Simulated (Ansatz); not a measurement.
System: CdI2-type MoS2, space group P-3m1, 3 atoms in the cell.

```cif
data_structure
_symmetry_space_group_name_H-M 'P 1'
_symmetry_Int_Tables_number 1
_cell_length_a 3.2275
_cell_length_b 3.2275
_cell_length_c 6.3125
_cell_angle_alpha 90.000
_cell_angle_beta 90.000
_cell_angle_gamma 120.000
_cell_volume 56.94
loop_
_atom_site_label
_atom_site_type_symbol
_atom_site_fract_x
_atom_site_fract_y
_atom_site_fract_z
_atom_site_occupancy
Mo1 Mo 0.00000 0.00000 0.50000 1
S1 S 0.66667 0.33333 0.74468 1
S2 S 0.33333 0.66667 0.25532 1
```

Ansatz 0.2.0; PBEsol, Mo d U = 6 eV, Ansatz PAW, no spin polarisation, no spin-orbit coupling, 9×9×4 k mesh, 420 eV cutoff, Fermi-Dirac smearing of 0.05 eV.

What will the band structure look like? The path is Γ–M–K–Γ–A–L–H–A|L–M|K–H.

A metal: 3 bands cross the Fermi level along this path. Bands cross the Fermi level on Γ–M, M–K, K–Γ, Γ–A, A–L, L–H and H–A, and not on L–M and K–H. At M the nearest levels lie 1.64 eV below and 0.97 eV above the Fermi level.

Spin-orbit coupling is left out, which matters for Mo. The PAW data sets were made with another functional. The cell is at −3 GPa in this functional. The usual form of MoS2 is the layered 2H or 3R polytype.

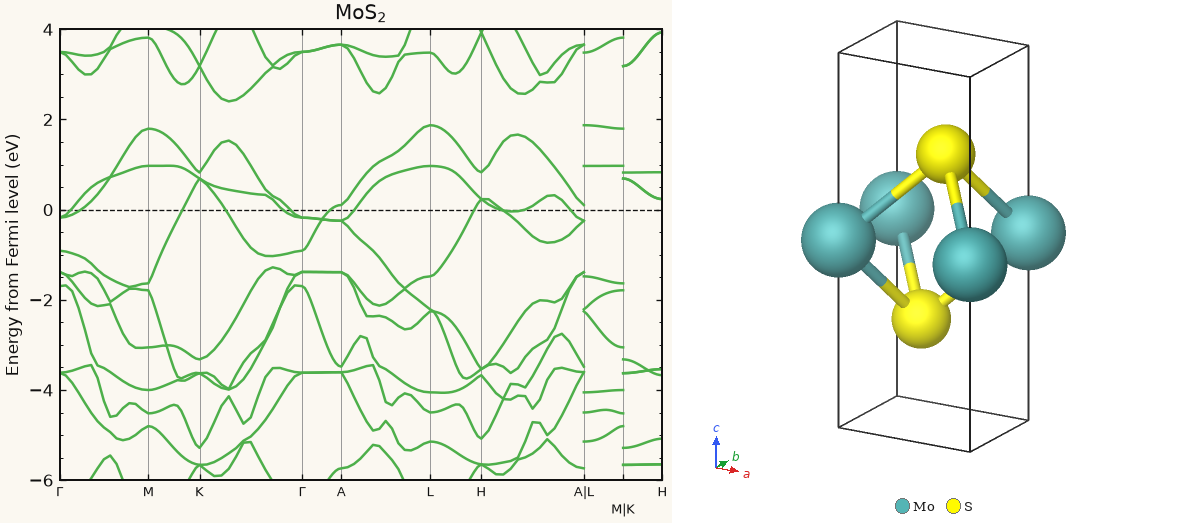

Band structure, beside the structure. Energies are counted from the Fermi level.
